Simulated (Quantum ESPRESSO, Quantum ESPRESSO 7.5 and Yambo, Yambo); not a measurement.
**A GW chain in Yambo: CdS (Hawleyite)**

Aim: the G0W0 gap of CdS (Hawleyite) on PBE, step by step.

Main program and level: Quantum ESPRESSO 7.5 and Yambo 5.3.0; PBE and many-body steps on it, plane waves.

**Experimental background.**

- Gap 2.42 eV: optical gap from inflexion point of photoacoustic spectrum, as-grown film; photoacoustic spectroscopy; film (as-grown chemical bath deposited film, about 0.25 um thick, deposited at 80 C) (“Study of the band--gap shift in CdS films: Influence of thermal annealing in different atmospheres”, 1995, arxiv:cond-mat/9501125).

This is a report of a sequence of runs, with most program output left out.

### Step 1. Starting point

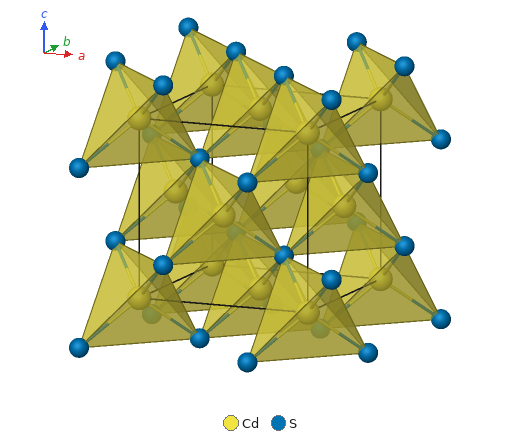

The cell as given, slightly off an axis (cadmium yellow, sulfur blue). This picture shows the conventional cell, with its axes. Some periodic images of atoms are drawn too.

The cell and positions come from the Crystallography Open Database and are kept as given unless a step says otherwise.

### Step 2. Ground state

This step: Quantum ESPRESSO 7.5; DFT, PBE, plane waves, norm-conserving pseudopotentials.

The ground-state density comes first.

pw.in

```
&control
  calculation = 'scf'
  prefix = 'x'
  outdir = 'o'
  pseudo_dir = 'pseudo'
/
&system
  ibrav = 0
  nat = 2
  ntyp = 2
  ecutwfc = 94.0
  nbnd = 18
  force_symmorphic = .true.
/
&electrons
  conv_thr = 1e-10
  electron_maxstep = 80
  mixing_beta = 0.5
/
ATOMIC_SPECIES
  Cd 112.41 Cd.upf
  S 32.06 S.upf
CELL_PARAMETERS angstrom
  -0.0000000000 2.9165000000 2.9165000000
  2.9165000000 -0.0000000000 2.9165000000
  2.9165000000 2.9165000000 -0.0000000000
ATOMIC_POSITIONS crystal
  Cd 0.0000000000 0.0000000000 0.0000000000
  S 0.2500000000 0.2500000000 0.2500000000
K_POINTS automatic
  6 6 6 0 0 0
```

On the command line:

```sh
OMP_NUM_THREADS=1 mpirun -n 8 pw.x -nk 8 -in pw.in > pw.out
```

The job ended after 4.3 s (8 MPI ranks of Arm Neoverse V2, shared host; peak memory 0.66 GiB; 34 s of CPU time).

This step gave:

| Item | Value |
| --- | --- |
| total energy | -5072.6642 eV |
| gap | 1.145 eV |
| k of the valence top | 0, 0, 0 |
| k of the conduction bottom | 0, 0, 0 |
| least direct gap | 1.145 eV |

The gap is direct, at Γ.

### Step 3. Bands along the symmetry lines

The cheap functional maps the bands first; the places of the edges decide which points the dearer methods must see.

pw.in

```
&control
  calculation = 'bands'
  prefix = 'x'
  outdir = 'o'
  pseudo_dir = 'pseudo'
/
&system
  ibrav = 0
  nat = 2
  ntyp = 2
  ecutwfc = 94.0
  nbnd = 19
  force_symmorphic = .true.
/
&electrons
  conv_thr = 1e-9
  electron_maxstep = 80
  diago_full_acc = .true.
  diago_thr_init = 5e-6
/
ATOMIC_SPECIES
  Cd 112.41 Cd.upf
  S 32.06 S.upf
CELL_PARAMETERS angstrom
  -0.0000000000 2.9165000000 2.9165000000
  2.9165000000 -0.0000000000 2.9165000000
  2.9165000000 2.9165000000 -0.0000000000
ATOMIC_POSITIONS crystal
  Cd 0.0000000000 0.0000000000 0.0000000000
  S 0.2500000000 0.2500000000 0.2500000000
K_POINTS crystal
  50
  0.00000000 0.00000000 0.00000000 1
  -0.06250000 -0.06250000 0.00000000 1
  -0.12500000 -0.12500000 0.00000000 1
  -0.18750000 -0.18750000 0.00000000 1
  -0.25000000 -0.25000000 0.00000000 1
  -0.31250000 -0.31250000 0.00000000 1
  -0.37500000 -0.37500000 0.00000000 1
  -0.43750000 -0.43750000 0.00000000 1
  -0.50000000 -0.50000000 0.00000000 1
  -0.48437500 -0.48437500 0.03125000 1
  -0.46875000 -0.46875000 0.06250000 1
  -0.45312500 -0.45312500 0.09375000 1
  -0.43750000 -0.43750000 0.12500000 1
  -0.42187500 -0.42187500 0.15625000 1
  -0.40625000 -0.40625000 0.18750000 1
  -0.39062500 -0.39062500 0.21875000 1
  -0.37500000 -0.37500000 0.25000000 1
  -0.37500000 0.00000000 0.37500000 1
  -0.32812500 0.00000000 0.32812500 1
  -0.28125000 0.00000000 0.28125000 1
  -0.23437500 0.00000000 0.23437500 1
  -0.18750000 0.00000000 0.18750000 1
  -0.14062500 0.00000000 0.14062500 1
  -0.09375000 0.00000000 0.09375000 1
  -0.04687500 0.00000000 0.04687500 1
  0.00000000 0.00000000 0.00000000 1
  0.00000000 0.00000000 0.06250000 1
  0.00000000 0.00000000 0.12500000 1
  0.00000000 0.00000000 0.18750000 1
  0.00000000 0.00000000 0.25000000 1
  0.00000000 0.00000000 0.31250000 1
  0.00000000 0.00000000 0.37500000 1
  0.00000000 0.00000000 0.43750000 1
  0.00000000 0.00000000 0.50000000 1
  -0.06250000 -0.03125000 0.46875000 1
  -0.12500000 -0.06250000 0.43750000 1
  -0.18750000 -0.09375000 0.40625000 1
  -0.25000000 -0.12500000 0.37500000 1
  -0.31250000 -0.15625000 0.34375000 1
  -0.37500000 -0.18750000 0.31250000 1
  -0.43750000 -0.21875000 0.28125000 1
  -0.50000000 -0.25000000 0.25000000 1
  -0.50000000 -0.28125000 0.21875000 1
  -0.50000000 -0.31250000 0.18750000 1
  -0.50000000 -0.34375000 0.15625000 1
  -0.50000000 -0.37500000 0.12500000 1
  -0.50000000 -0.40625000 0.09375000 1
  -0.50000000 -0.43750000 0.06250000 1
  -0.50000000 -0.46875000 0.03125000 1
  -0.50000000 -0.50000000 0.00000000 1
```

The job ended after 4.1 s (8 MPI ranks; peak memory 0.59 GiB).

This step gave:

| Property | Result |
| --- | --- |
| gap | 1.145 eV |
| k of the valence top | 0, 0, 0 |
| k of the conduction bottom | 0, 0, 0 |
| least direct gap | 1.145 eV |

The gap is 1.145 eV, as in the run before at this level.

The electronic bands at the labelled points (eV, zero at the top of the highest filled band):

```tsv
point	band 10	band 11	band 12	band 13	band 14	band 15	band 16	band 17
Γ	-7.24	0.00	0.00	0.00	1.14	6.53	6.53	6.53
X	-6.80	-3.95	-1.88	-1.88	3.56	4.35	9.20	10.77
U	-6.67	-3.93	-2.53	-1.52	4.24	5.45	8.48	9.01
jump to K	-6.67	-3.93	-2.53	-1.52	4.24	5.45	8.48	9.01
Γ	-7.24	0.00	0.00	0.00	1.14	6.53	6.53	6.53
L	-6.86	-4.39	-0.75	-0.75	3.01	7.00	7.00	7.46
W	-6.61	-3.89	-2.26	-2.18	5.42	5.43	7.23	8.04
X	-6.80	-3.95	-1.88	-1.88	3.56	4.35	9.20	10.77
```

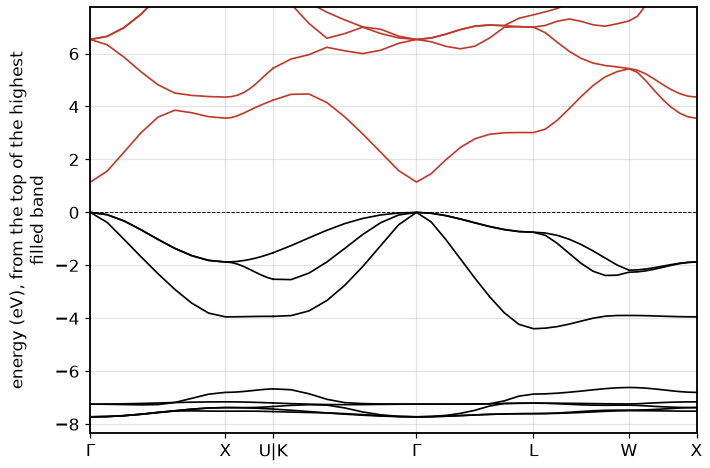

Electronic bands along the path; lines of filled and empty bands in two colours.

### Step 4. Empty states on the mesh, 4×4×4 mesh, 598 bands

The sums over transitions need many empty states on a uniform mesh; this step solves for them.

pw.in

```
&control
  calculation = 'nscf'
  prefix = 'x'
  outdir = 'o'
  pseudo_dir = 'pseudo'
/
&system
  ibrav = 0
  nat = 2
  ntyp = 2
  ecutwfc = 94.0
  nbnd = 598
  force_symmorphic = .true.
/
&electrons
  conv_thr = 1e-9
  electron_maxstep = 80
  diago_full_acc = .true.
  diago_thr_init = 5e-6
/
ATOMIC_SPECIES
  Cd 112.41 Cd.upf
  S 32.06 S.upf
CELL_PARAMETERS angstrom
  -0.0000000000 2.9165000000 2.9165000000
  2.9165000000 -0.0000000000 2.9165000000
  2.9165000000 2.9165000000 -0.0000000000
ATOMIC_POSITIONS crystal
  Cd 0.0000000000 0.0000000000 0.0000000000
  S 0.2500000000 0.2500000000 0.2500000000
K_POINTS automatic
  4 4 4 0 0 0
```

On the command line:

```sh
OMP_NUM_THREADS=1 mpirun -n 8 pw.x -nk 4 -in pw.in > pw.out
```

Elapsed: 81 s, on 8 MPI ranks; peak memory 1.9 GiB.

Numbers from this step:

```
gap                                                           : 1.145 eV
k of the valence top                                          : 0, 0, 0
k of the conduction bottom                                    : 0, 0, 0
least direct gap                                              : 1.145 eV
k points computed                                             : 8
lowest point of the top converged band, above the valence top : 288.4230 eV
```

On this mesh the gap is 1.145 eV.

### Step 5. Conversion and set-up

This step: Yambo 5.3.0; conversion and set-up on PBE, plane waves, norm-conserving pseudopotentials.

The states are converted to the many-body program's format and the q mesh is built.

On the command line:

```sh
(cd o/x.save; p2y > p2y.log; mv SAVE ../..); yambo > setup.log
```

Wall time 2.5 s (1 MPI rank); peak memory 0.25 GiB.

### Step 6. Screening and self-energy, 4×4×4 mesh, 598 bands, screening to 353.7 eV

Now the one-shot GW correction: screening in the RPA, then the self-energy of the levels asked for.

This step: G0W0 on PBE, plane waves, norm-conserving pseudopotentials.

gw3.in

```
HF_and_locXC
gw0
dyson
ppa
em1d
rim_cut
RandQpts= 1000000
RandGvec= 1 RL
EXXRLvcs= 94 Ry
VXCRLvcs= 376 Ry
Chimod= "HARTREE"
% BndsRnXp
 1 | 598 |
%
NGsBlkXp= 26 Ry
% LongDrXp
 1 | 1 | 1 |
%
% GbndRnge
 1 | 598 |
%
DysSolver= "n"
ExtendOut
PPAPntXp= 27.21138 eV
% QPkrange
 1 | 1 | 12 | 15 |
%
```

On the command line:

```sh
OMP_NUM_THREADS=1 mpirun -n 8 yambo -F gw3.in -J gw3 -C gw3 > gw3.log
```

Wall time 19 min (8 MPI ranks); peak memory 7 GiB.

Numbers from this step:

- G0W0 gap on the points computed: 2.244 eV
- starting gap on the mesh: 1.145 eV
- k of the valence top: 0, 0, 0
- k of the conduction bottom: 0, 0, 0
- least direct G0W0 gap on the computed points: 2.244 eV
- Z at the valence top: 0.7848
- Z at the conduction bottom: 0.8148

The gap on the mesh goes from 1.14 eV to 2.24 eV, a correction of +1.10 eV.

Limits: finite bands, cutoff and mesh; no spin-orbit coupling; coarse k mesh. v1 is the top filled band, c1 the lowest empty one. Levels before and after the correction, in eV, zero at the valence-band top of each column:

```tsv
	conduction bottom	valence top
Kohn-Sham	1.14	0.00
G0W0	2.24	0.00
```

```tsv
	level	energy (eV)
Kohn-Sham	Γ v2-v1	0.000
Kohn-Sham	Γ c1	1.145
Kohn-Sham	Γ c2	6.531
G0W0	Γ v2-v1	0.000
G0W0	Γ c1	2.244
G0W0	Γ c2	7.898
```

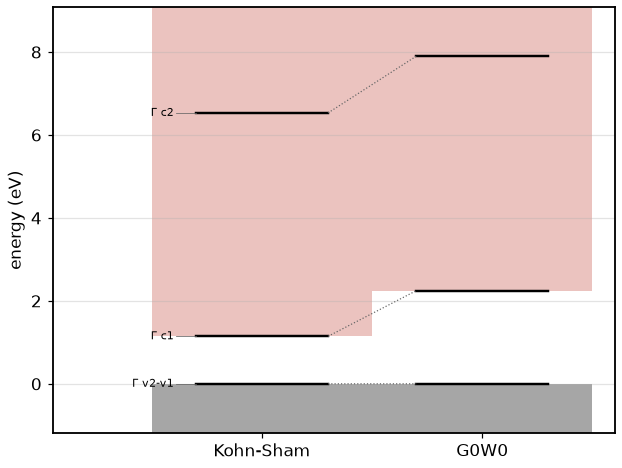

Levels before and after the correction. Shaded: valence and conduction bands.

### Step 7. Where the time went

Times are wall times on the hardware named with each run, good to a factor of about two.

```tsv
step	time	share	memory (GiB)
ground state	4.3 s	0 %	0.66
bands along the symmetry lines	4.1 s	0 %	0.59
empty states on the mesh	81 s	7 %	1.9
conversion and set-up	2.5 s	0 %	0.25
screening and self-energy	19 min	93 %	7.0
```

### Step 8. Summary of results

* PBE gap: 1.14 eV, direct
* G0W0 gap on the mesh: 2.24 eV
* GW settings: 4×4×4 mesh, 598 bands, screening to 353.7 eV, Godby-Needs plasmon pole
* known limits: not at the basis limit; no spin-orbit coupling; coarse k mesh

G0W0 moves the gap on the mesh from 1.14 eV to 2.24 eV (+1.10 eV), with Z of 0.78 and 0.81 at the edges. Only 1 of the mesh's irreducible points was corrected, so a valley elsewhere could overtake. The dearest step here is «screening and self-energy». Against experiment, by G0W0@PBE: the gap of 2.24 eV lies −0.18 eV from the measured 2.42 eV (optical, 1995). An exciton line or allowed optical edge lies below the quasiparticle gap by the binding energy; a forbidden edge can push the onset above it. The calculation has static nuclei and no excitons; a measured gap holds zero-point and thermal motion, which mostly lowers it. Bands and cutoff are finite, so the gap is not at the basis limit. The miss can reach some tenths of an eV and take either sign; the mesh is an error of its own. In the G0W0 run levels were corrected at 1 k point alone, so a gap called «on the mesh» is the least over those, and an edge elsewhere would be missed. The 4×4×4 mesh is coarse for this cell, which bears on the long-range parts of exchange and screening. The many-body steps are scalar-relativistic: spin-orbit coupling is not in them.

[Paths, hosts, dates, memory and timing lines, banners, echoed tables and standing remarks are left out of the program output.]

[Logs are printed without paths, hosts, clocks, repeated set-up lines and the standing remarks that a program may print on its own settings, such as how far it seeks lower states.]

[Runs of the session that timed out or met a known fault of the program may be left out.]

[Hosts, paths, dates, database ids (printed as entryN), source tags and the programs' standing remarks are cut or masked in the printed files.]
